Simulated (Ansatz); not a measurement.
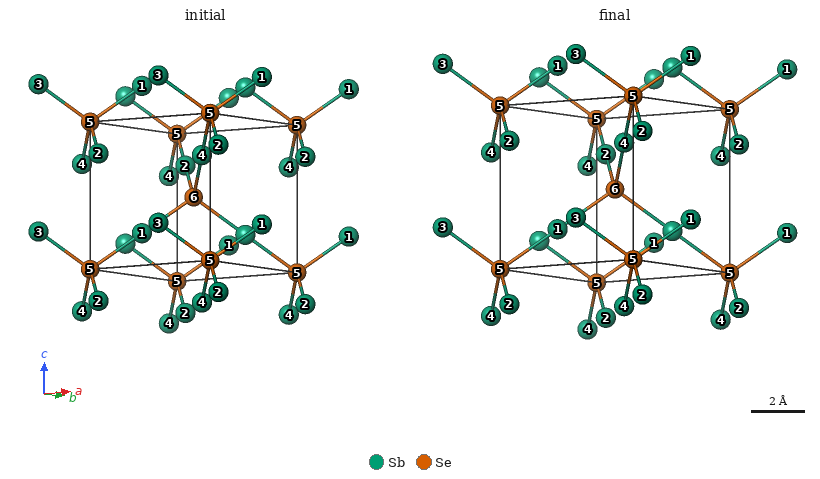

The structure of a crystal of Sb2Se (a generated structure, set up in Pn-3m) (coarse preliminary run) before (left) and after (right) a relaxation, at one scale.

The picture is a ball-and-stick view of the cell of the calculation, seen from a free direction.

The calculation used DFT PBE, scalar-relativistic, plane waves, PAW in Ansatz. Set-up: plane-wave cutoff 420 eV; k-point mesh 4 × 4 × 4; occupations gaussian; smearing width 0.1 eV; no spin polarisation; cell and atoms relaxed; force threshold 0.04 eV/Å; at most 70 steps.

**Summarise the run.**

The atoms keep their places relative to the cell (all moves are under 0.005 Å). Cell: a = b = c 5.596 → 6.211 Å (+11.0 %). Volume +36.7 %. Some distances before and after: Sb1–Se5 2.423 → 2.689 Å. The space group stays Pn-3m (No. 224). After 4 accepted moves (6 points after the start) the energy has fallen by 2.862 eV per cell of the calculation. All forces vanish by symmetry, so only the cell relaxes. The pressure goes from 18.72 to 0.06 GPa. At 2 points the geometry stayed and the basis and grid were re-selected for the new cell (energy shift of 25.4 meV per cell of the calculation at most each time). Cost: 64 s on 1 thread of Arm Neoverse V1, with other jobs on the host, peak memory 0.51 GiB.
